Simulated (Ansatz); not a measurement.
System: C, space group Fm-3m (No. 225) (one of a set of cubic test structures, which need not be the stable phase).

Method: equation of state of a cubic crystal from periodic Kohn-Sham density functional theory without spin, third-order Birch-Murnaghan fit to the free energies; pressure corrected for the finite basis (Ansatz 0.2.0 development build). Level: PBE.

```csv
setting,value
structure type,fcc
atoms in cell,1
space group number,225
lattice centring,face-centred primitive
k mesh,61×61×61
occupation method,Fermi–Dirac
occupation width,0.06123 eV
wave cutoff,420 eV
datasets,soft-1 PAW
density tolerance,1e-07 eV
bands,6
density cutoff ratio,4
search for lower states,default
```

Describe the result: the energy above the lowest point against volume. The volume takes the values 6.8761, 7.0224, 7.1687, 7.3150, 7.4614, 7.6077, 7.7540 Å³/atom.

A third-order Birch–Murnaghan fit gives V0 = 7.32 Å³/atom, B0 = 150 GPa and B′ = 3.6. The energy above the lowest point is 14.0 meV/atom at volume 6.8761 Å³/atom and 10.9 meV/atom at 7.7540 Å³/atom; the lowest computed point is at volume 7.3150 Å³/atom (0.0 meV/atom), and no other minimum shows.

| volume (Å³/atom) | energy above the lowest point (meV/atom) |
| --- | --- |
| 6.8761 | 14.0 |
| 7.0224 | 6.1 |
| 7.1687 | 1.5 |
| 7.3150 | 0.0 |
| 7.4614 | 1.2 |
| 7.6077 | 4.9 |
| 7.7540 | 10.9 |

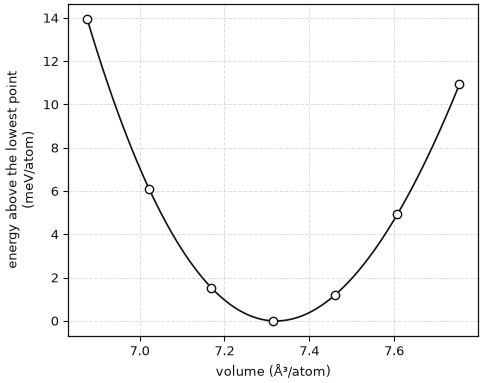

Caveats: cubic model structure, not the ambient form.
